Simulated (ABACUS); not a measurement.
## Single-point calculation at one volume of an equation of state of Ni (part 1 of 3)

- system: Ni (P6₃/mmc, 2 atoms in the cell)
- method: Kohn-Sham DFT of a periodic cell, PBE, PseudoDojo NC SR 0.4.1 PBE standard, spin-polarised (ABACUS 3.10.1)

The structure derives from a Materials Project entry. It belongs to a series of runs on one base structure; here: volume scaled by 0.94.

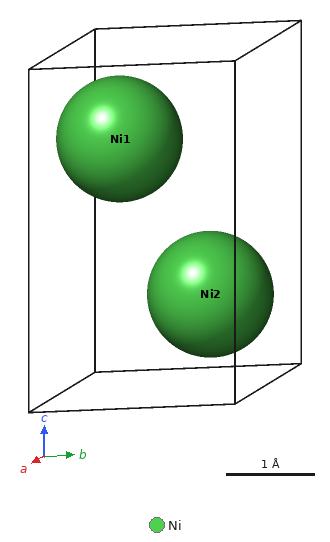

*The input geometry (spheres-only view of the cell of the calculation, seen slightly off an axis; atoms are numbered from 1 in the order of the input).*

## Key numbers

- outcome: converged
- space group (tolerance 0.01 Å): P6₃/mmc (194)
- electrons treated: 36
- free energy: −9122.9571 eV
- Fermi energy: 25.513 eV
- gap on the k-point mesh: none (metallic)
- net moment of the cell: 1.45 μB
- integrated absolute moment: 1.45 μB
- pressure: 68.04 GPa
- largest force (length of the vector): under 0.001 eV/Å
- hardware: 4 threads of AMD EPYC 7571, 16 GiB of memory available, shared host
- wall time: 28 s (CPU time 1.8 min)
- peak memory: 0.4 GiB

## Notes

Settings chosen away from the usual ones: volume scaled by 0.94. The settings depart from the standard set-up of this series, which can bear on the numbers. Points of doubt noted for this run: home made orbitals.

## The input
```
INPUT_PARAMETERS
suffix              Ni
calculation         scf
basis_type          lcao
pseudo_dir          ./
orbital_dir         ./
symmetry            1
dft_functional      pbe
ecutwfc             100
pseudo_rcut         10
nspin               2
nbands              20
ks_solver           genelpa
smearing_method     fd
smearing_sigma      0.00367493
scf_thr             1e-07
scf_nmax            100
mixing_type         broyden
mixing_beta         0.4
cal_force           1
cal_stress          1
out_mul             1
```

## File STRU
```
ATOMIC_SPECIES
Ni 58.6934 Ni.upf

NUMERICAL_ORBITAL
Ni_confined-atom_7au_2s1p1d.orb

LATTICE_CONSTANT
1.8897261246

LATTICE_VECTORS
2.3980492245 0.0000000000 0.0000000000
-1.1990246123 2.0767715480 0.0000000000
0.0000000000 0.0000000000 3.9896657190

ATOMIC_POSITIONS
Direct

Ni
0.0
2
0.6666666667 0.3333333333 0.7500000000 1 1 1 mag 1
0.3333333333 0.6666666667 0.2500000000 1 1 1 mag 1
```

## File KPT
```
K_POINTS
0
Gamma
12 12 7 0 0 0
```

Run as:
```bash
OMP_NUM_THREADS=1 mpirun -np 4 abacus > log
```

## Log
```
ABACUS v3.10.1

               Atomic-orbital Based Ab-initio Computation at UStc

 ------------------------------------------------------------------------------------

 READING GENERAL INFORMATION
                           global_out_dir = OUT.Ni/
                           global_in_card = INPUT
                               pseudo_dir = ./
                              orbital_dir = ./
                                    DSIZE = 4
                                    GSIZE = 1

 READING UNITCELL INFORMATION
                                    ntype = 1
                  lattice constant (Bohr) = 1.88973
              lattice constant (Angstrom) = 1

 READING ATOM TYPE 1
                               atom label = Ni
                      L=0, number of zeta = 2
                      L=1, number of zeta = 1
                      L=2, number of zeta = 1
             number of atom for this type = 2
               magnetization of element 1 = 1

                        TOTAL ATOM NUMBER = 2
DIRECT COORDINATES
    atom                   x                   y                   z     mag                  vx                  vy                  vz
taud_Ni1            0.6666666667        0.3333333333        0.7500000000  1.0000        0.0000000000        0.0000000000        0.0000000000
taud_Ni2            0.3333333333        0.6666666667        0.2500000000  1.0000        0.0000000000        0.0000000000        0.0000000000

                          Volume (Bohr^3) = 134.085
                             Volume (A^3) = 19.8693

 Lattice vectors: (Cartesian coordinate: in unit of a_0)
             +2.39805                  +0                  +0
             -1.19902            +2.07677                  +0
                   +0                  +0            +3.98967
 Reciprocal vectors: (Cartesian coordinate: in unit of 2 pi/a_0)
            +0.417006           +0.240758                  -0
                   -0           +0.481517                  -0
                   +0                  -0           +0.250648
 The esolver type has been set to : ksdft_lcao

                PAO radial cut off (Bohr) = 10

 Read in pseudopotential file is Ni.upf
                     pseudopotential type = NC
          exchange-correlation functional = PBE
                 nonlocal core correction = 1
                        valence electrons = 18
                                     lmax = 2
                           number of zeta = 4
                     number of projectors = 6
                           L of projector = 0
                           L of projector = 0
                           L of projector = 1
                           L of projector = 1
                           L of projector = 2
                           L of projector = 2
     initial pseudo atomic orbital number = 20
 The readin total magnetization is 2

 SETUP THE ELECTRONS NUMBER
            electron number of element Ni = 18
      total electron number of element Ni = 36
            AUTOSET number of electrons:  = 36
                           occupied bands = 18
                                   NLOCAL = 20
                                   NBANDS = 20
                                   NBANDS = 20
                                   NLOCAL = 20

%%%%%%%%%%%%%%%%%%%%%%%%%%%%%%%%%%%%%%%%%%%%%%%%%%%%%%%%%%%%%%%%%%%%%%%%%%%%%%%%%%%%%%%%%%%%%%%%%%%%%%%%%%
 Warning: the number of valence electrons in pseudopotential > 10 for Ni: [Ar] 3d8 4s2
 Pseudopotentials with additional electrons can yield (more) accurate outcomes, but may be less efficient.
 If you're confident that your chosen pseudopotential is appropriate, you can safely ignore this warning.
%%%%%%%%%%%%%%%%%%%%%%%%%%%%%%%%%%%%%%%%%%%%%%%%%%%%%%%%%%%%%%%%%%%%%%%%%%%%%%%%%%%%%%%%%%%%%%%%%%%%%%%%%%

 SETUP THE PLANE WAVE BASIS
 energy cutoff for charge/potential (unit:Ry) = 400
            fft grid for charge/potential = [ 30, 30, 48 ]
                        fft grid division = [ 5, 5, 4 ]
        big fft grid for charge/potential = [ 6, 6, 12 ]
                                     nbxx = 108
                                     nrxx = 10800

 SETUP PLANE WAVES FOR CHARGE/POTENTIAL
                    number of plane waves = 18041
                         number of sticks = 571

 PARALLEL PW FOR CHARGE/POTENTIAL
     PROC   COLUMNS(POT)             PW
        1            141           4511
        2            140           4510
        3            142           4510
        4            148           4510
 --------------- sum -------------------
        4            571          18041
                            number of |g| = 858
                                  max |g| = 36.1741
                                  min |g| = 0

----------- Double Check Mixing Parameters Begin ------------
mixing_type: broyden
mixing_beta: 0.4
mixing_gg0: 1
mixing_gg0_min: 0.1
mixing_beta_mag: 1.6
mixing_gg0_mag: 0
mixing_ndim: 8
----------- Double Check Mixing Parameters End ------------

 LATTICE VECTORS: (CARTESIAN COORDINATE: IN UNIT OF A0)
             +2.39805                  +0                  +0
             -1.19902            +2.07677                  +0
                   +0                  +0            +3.98967
                       right hand lattice = 1
                                   NORM_A = 2.39805
                                   NORM_B = 2.39805
                                   NORM_C = 3.98967
                           ALPHA (DEGREE) = 90
                           BETA  (DEGREE) = 90
                           GAMMA (DEGREE) = 120

 The lattice vectors have been changed (STRU_SIMPLE.cif)

(for optimal symmetric configuration:)
                             BRAVAIS TYPE = 4
                     BRAVAIS LATTICE NAME = 04. Hexagonal cell
                                    ibrav = 4
                                    IBRAV = 4
                                  BRAVAIS = HEXAGONAL CELL
                       LATTICE CONSTANT A = 2.39805
                                C/A RATIO = 1.66371
Original cell was already a primitive cell.
                        ROTATION MATRICES = 24
              PURE POINT GROUP OPERATIONS = 12
                   SPACE GROUP OPERATIONS = 24
                                       C2 = 3
                                       C3 = 2
                                       C4 = 0
                                       C6 = 0
                                       S1 = 3
                                       S3 = 0
                                       S4 = 0
                                       S6 = 2
                              POINT GROUP = D_3d
                                       C2 = 7
                                       C3 = 2
                                       C4 = 0
                                       C6 = 2
                                       S1 = 7
                                       S3 = 2
                                       S4 = 0
                                       S6 = 2
               POINT GROUP IN SPACE GROUP = D_6h

 SETUP K-POINTS
                                    nspin = 2
                   Input type of k points = Monkhorst-Pack(Gamma)
                                   nkstot = 1008
                       right hand lattice = 1
(for reciprocal lattice: )
                             BRAVAIS TYPE = 4
                     BRAVAIS LATTICE NAME = 04. Hexagonal cell
                                    ibrav = 4
                       right hand lattice = 1
(for k-lattice: )
                             BRAVAIS TYPE = 4
                     BRAVAIS LATTICE NAME = 04. Hexagonal cell
                                    ibrav = 4
                       right hand lattice = 1
                        ROTATION MATRICES = 24
                               nkstot_ibz = 76
K-POINTS REDUCTION ACCORDING TO SYMMETRY
     IBZ    DIRECT_X    DIRECT_Y    DIRECT_Z  WEIGHT  ibz2bz
       1  0.00000000  0.00000000  0.00000000  0.0010       0
       2 -0.08333333  0.08333333  0.00000000  0.0060       1
       3 -0.16666667  0.16666667  0.00000000  0.0060       2
       4 -0.25000000  0.25000000  0.00000000  0.0060       3
       5 -0.33333333  0.33333333  0.00000000  0.0060       4
       6 -0.41666667  0.41666667  0.00000000  0.0060       5
       7  0.50000000  0.50000000  0.00000000  0.0030       6
       8 -0.08333333  0.16666667  0.00000000  0.0060      13
       9 -0.16666667  0.25000000  0.00000000  0.0119      14
      10 -0.25000000  0.33333333  0.00000000  0.0119      15
      11 -0.33333333  0.41666667  0.00000000  0.0119      16
      12  0.50000000  0.41666667  0.00000000  0.0119      17
      13 -0.16666667  0.33333333  0.00000000  0.0060      26
      14 -0.25000000  0.41666667  0.00000000  0.0119      27
      15  0.50000000  0.33333333  0.00000000  0.0119      28
      16  0.41666667  0.41666667  0.00000000  0.0060      29
      17  0.50000000  0.25000000  0.00000000  0.0060      39
      18  0.41666667  0.33333333  0.00000000  0.0119      40
      19  0.33333333  0.33333333  0.00000000  0.0020      52
      20  0.00000000  0.00000000  0.14285714  0.0020     144
      21 -0.08333333  0.08333333  0.14285714  0.0119     145
      22 -0.16666667  0.16666667  0.14285714  0.0119     146
      23 -0.25000000  0.25000000  0.14285714  0.0119     147
      24 -0.33333333  0.33333333  0.14285714  0.0119     148
      25 -0.41666667  0.41666667  0.14285714  0.0119     149
      26  0.50000000  0.50000000  0.14285714  0.0060     150
      27 -0.08333333  0.16666667  0.14285714  0.0119     157
      28 -0.16666667  0.25000000  0.14285714  0.0238     158
      29 -0.25000000  0.33333333  0.14285714  0.0238     159
      30 -0.33333333  0.41666667  0.14285714  0.0238     160
[... 46 further k points ...]

                               nkstot now = 76
[... K-POINTS DIRECT COORDINATES: 76 rows ...]

           k-point number in this process = 76
       minimum distributed K point number = 76
[... stars of the k points ...]
                             nks(nspin=2) = 152
                          nkstot(nspin=2) = 152

[... K-POINTS CARTESIAN COORDINATES: 152 rows ...]

[... K-POINTS DIRECT COORDINATES: 152 rows ...]

 SETUP PLANE WAVES FOR WAVE FUNCTIONS
     energy cutoff for wavefunc (unit:Ry) = 100
              fft grid for wave functions = [ 30, 30, 48 ]
                    number of plane waves = 3369
                         number of sticks = 187

 PARALLEL PW FOR WAVE FUNCTIONS
     PROC   COLUMNS(POT)             PW
        1             46            840
        2             47            843
        3             47            843
        4             47            843
 --------------- sum -------------------
        4            187           3369

 SET NONLOCAL PSEUDOPOTENTIAL PROJECTORS
 max number of nonlocal projetors among all species is 6

 -------------------------------------------
 SELF-CONSISTENT
 -------------------------------------------

 SETUP SEARCHING RADIUS FOR PROGRAM TO SEARCH ADJACENT ATOMS
                  longest orb rcut (Bohr) = 7
   longest nonlocal projector rcut (Bohr) = 1.7
                     search radius (Bohr) = 17.4
              searching radius is (Bohr)) = 17.4
         searching radius unit is (Bohr)) = 1.89
                         PeriodicBoundary = 1
                        Radius(unit:lat0) = 9.21
                                   glayer = [ 6, 6, 4 ]
                             glayer_minus = [ 5, 5, 3 ]

Find the coordinate range of the input atom(unit:lat0).
                                  min_tau = [ -18, -9.69, -11 ]
                                  max_tau = [ 19.2, 11.8, 15 ]
                                BoxNumber = [ 11, 11, 7 ]

 SETUP EXTENDED REAL SPACE GRID FOR GRID INTEGRATION
                          real space grid = [ 30, 30, 48 ]
                 big cell numbers in grid = [ 6, 6, 12 ]
             meshcell numbers in big cell = [ 5, 5, 4 ]
                        extended fft grid = [ 11, 11, 12 ]
                dimension of extened grid = [ 29, 29, 37 ]
                            UnitCellTotal = 100
              Atom number in sub-FFT-grid = 2
    Local orbitals number in sub-FFT-grid = 20
                                ParaV.nnr = 11350
                                 init_chg = atomic

 LCAO ALGORITHM --------------- ION=   1  ELEC=   1--------------------------------
          total magnetism (Bohr mag/cell) = 1.15018
       absolute magnetism (Bohr mag/cell) = 1.1505
                        nelec for spin up = 18.5751
                      nelec for spin down = 17.4249

 Density error is 0.0774027523092
----------------------------------------------------------
     Energy           Rydberg                 eV
----------------------------------------------------------
 E_KohnSham     -670.5517051680      -9123.3239939013
 E_Harris       -654.1776476492      -8900.5435122650
 E_Fermi        1.5366274081         20.9068884528
----------------------------------------------------------

 LCAO ALGORITHM --------------- ION=   1  ELEC=   2--------------------------------
          total magnetism (Bohr mag/cell) = 1.01088
       absolute magnetism (Bohr mag/cell) = 1.01716
                        nelec for spin up = 18.5054
                      nelec for spin down = 17.4946

 Density error is 0.0348446699007
----------------------------------------------------------
     Energy           Rydberg                 eV
----------------------------------------------------------
 E_KohnSham     -670.5303857311      -9123.0339280815
 E_Harris       -663.0244287647      -9020.9101443950
 E_Fermi        1.7079421379         23.2377449302
----------------------------------------------------------

 LCAO ALGORITHM --------------- ION=   1  ELEC=   3--------------------------------
          total magnetism (Bohr mag/cell) = 1.2245
       absolute magnetism (Bohr mag/cell) = 1.22501
                        nelec for spin up = 18.6122
                      nelec for spin down = 17.3878

 Density error is 0.0158950510753
----------------------------------------------------------
     Energy           Rydberg                 eV
----------------------------------------------------------
 E_KohnSham     -670.5215118494      -9122.9131927257
 E_Harris       -667.0463522933      -9075.6312213036
 E_Fermi        1.7978976974         24.4616531061
----------------------------------------------------------

 LCAO ALGORITHM --------------- ION=   1  ELEC=   4--------------------------------
          total magnetism (Bohr mag/cell) = 1.39939
       absolute magnetism (Bohr mag/cell) = 1.39967
                        nelec for spin up = 18.6997
                      nelec for spin down = 17.3003

 Density error is 0.00304721464387
----------------------------------------------------------
     Energy           Rydberg                 eV
----------------------------------------------------------
 E_KohnSham     -670.5246491251      -9122.9558775525
 E_Harris       -670.0640193329      -9116.6886877096
 E_Fermi        1.8646010007         25.3691981058
----------------------------------------------------------

 LCAO ALGORITHM --------------- ION=   1  ELEC=   5--------------------------------
          total magnetism (Bohr mag/cell) = 1.44173
       absolute magnetism (Bohr mag/cell) = 1.44185
                        nelec for spin up = 18.7209
                      nelec for spin down = 17.2791

 Density error is 0.00102616667206
----------------------------------------------------------
     Energy           Rydberg                 eV
----------------------------------------------------------
 E_KohnSham     -670.5247319184      -9122.9570040127
 E_Harris       -670.4585348237      -9122.0563463339
 E_Fermi        1.8736351012         25.4921133491
----------------------------------------------------------

 LCAO ALGORITHM --------------- ION=   1  ELEC=   6--------------------------------
          total magnetism (Bohr mag/cell) = 1.45164
       absolute magnetism (Bohr mag/cell) = 1.45173
                        nelec for spin up = 18.7258
                      nelec for spin down = 17.2742

 Density error is 0.000456584955469
----------------------------------------------------------
     Energy           Rydberg                 eV
----------------------------------------------------------
 E_KohnSham     -670.5247365822      -9122.9570674663
 E_Harris       -670.5046729344      -9122.6840875346
 E_Fermi        1.8747828018         25.5077286163
```
